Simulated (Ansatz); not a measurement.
Consider ZrO₂.

The calculation's input:

```
crystal:
  lattice:
    - [3.5960994882, 0.0, 0.0]
    - [0.0, 3.5960994882, 0.0]
    - [0.0, 0.0, 5.1769992633]
  atoms:
    - { symbol: Zr, position: [0.0, 0.0, 0.0] }
    - { symbol: Zr, position: [0.5, 0.5, 0.5] }
    - { symbol: O, position: [0.0, 0.5, 0.203] }
    - { symbol: O, position: [0.0, 0.5, 0.703] }
    - { symbol: O, position: [0.5, 0.0, 0.297] }
    - { symbol: O, position: [0.5, 0.0, 0.797] }
basis:
  ecutwfc: 420
  ecutrho_ratio: 4
kpoints:
  mp_grid: { grid: [8, 8, 6] }
hamiltonian:
  xc: pbe
scf:
  occupations: { method: gaussian, width: 0.05 }
output:
  forces: true
  stress: true
  eigenvalues: true
  eigenstates:
    nscf_kmesh: { grid: [12, 12, 10] }
    de_dk: true
    e_range: [-2.5, 6.520330932987]
  write_density: true
  write_potential: true
  elf: true
  volumetric_format: npy
```

Command:

```sh
ansatz run input.yaml --threads 8 --pin off --max-ram 15360MiB --backend cpu --events-out ev --progress --plain --runs-dir out
```

Below, planes, directions and counts refer to the conventional cell (a = 3.60 Å, b = 3.60 Å, c = 5.18 Å, α = 90.00°, β = 90.00°, γ = 90.00°).

Space group P4₂/nmc; started from the ZrO2 prototype; computed pressure about 5 GPa in this cell.

The calculation used DFT PBE, scalar-relativistic, plane waves, PAW (Ansatz 0.2.0).

What will maps of the valence pseudo-density and electron localisation function show?

Zr–O (2.08 Å): the density is about 0.71 e/Å³ at the midpoint; the ELF peaks at about 0.85 in the valence shell of O, 0.6 Å from its nucleus, and drops to about 0.25 between the two atoms; no localised pair shows between them.
Zr–O (2.37 Å): the density is about 0.35 e/Å³ at the midpoint; the ELF peaks at about 0.85 in the valence shell of O, 0.6 Å from its nucleus, and drops to about 0.10 between the two atoms (no localised pair shows between them).

Metal or insulator at this level of theory?

It is gapped, with a Kohn–Sham gap of 4.0 eV on the k-point mesh, an upper bound to the gap of this method.

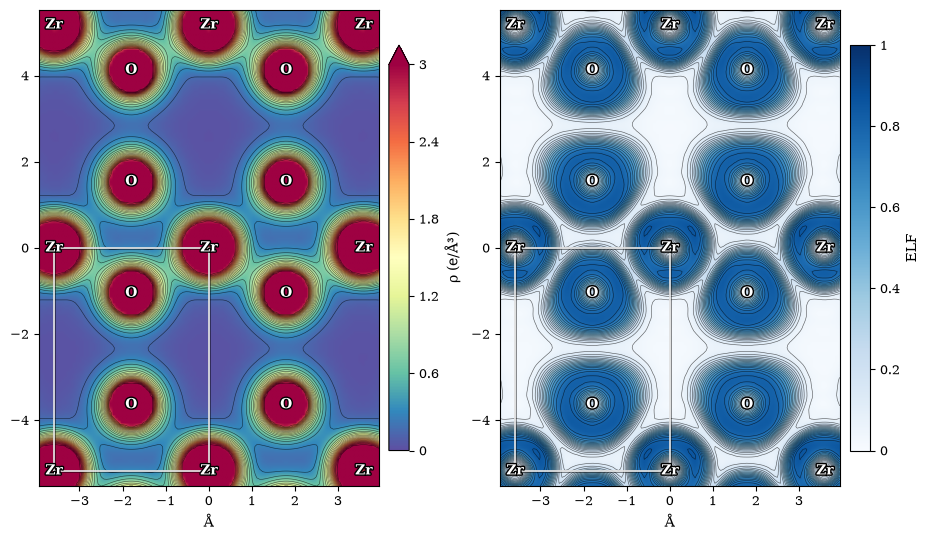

Computed valence pseudo-density and electron localisation function on the (100) plane of the conventional cell, in this order. 

Core electrons are frozen (PAW), and the valence fields are smoothed inside the atomic spheres.
